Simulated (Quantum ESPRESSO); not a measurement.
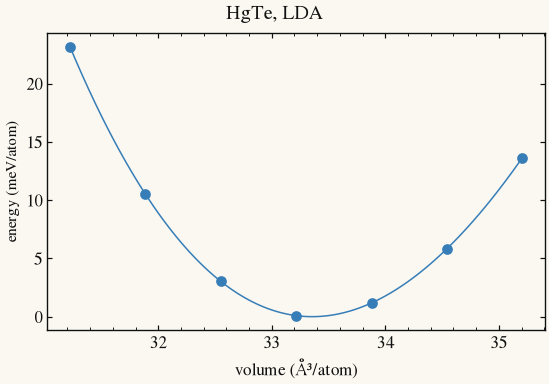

The picture above shows the energy against volume for HgTe, space group F-43m (No. 216).

Starting cell:
```
Hg Te
1.0
     0.00000    3.21450    3.21450
     3.21450    0.00000    3.21450
     3.21450    3.21450    0.00000
Hg Te
1 1
Direct
  0.00000 0.00000 0.00000
  0.75000 0.75000 0.75000
```

How it was computed, with Quantum ESPRESSO 7.5: plane-wave DFT, no spin polarisation; energies at scaled volumes of the given cell, shape and fractions fixed, counted from the fit's minimum, third-order Birch-Murnaghan fit. Level: LDA.

- k mesh: 7×7×7
- occupations: Fermi–Dirac
- smearing width: 0.05 eV
- potentials: PseudoDojo 0.4.1 SR LDA standard
- wave cutoff: 1088 eV
- density cutoff: 4354 eV

From this curve and the settings, what does the calculation give for the pressure at the same points?

The pressure falls from 3.70 GPa at volume 31.22 Å³/atom to −2.25 GPa at 35.21 Å³/atom, and changes sign near 33.35 Å³/atom.

| volume (Å³/atom) | pressure (GPa) |
| --- | --- |
| 31.22 | 3.70 |
| 31.89 | 2.38 |
| 32.55 | 1.22 |
| 33.22 | 0.19 |
| 33.88 | −0.73 |
| 34.54 | −1.54 |
| 35.21 | −2.25 |

Note: spin-orbit coupling left out, heavy elements.
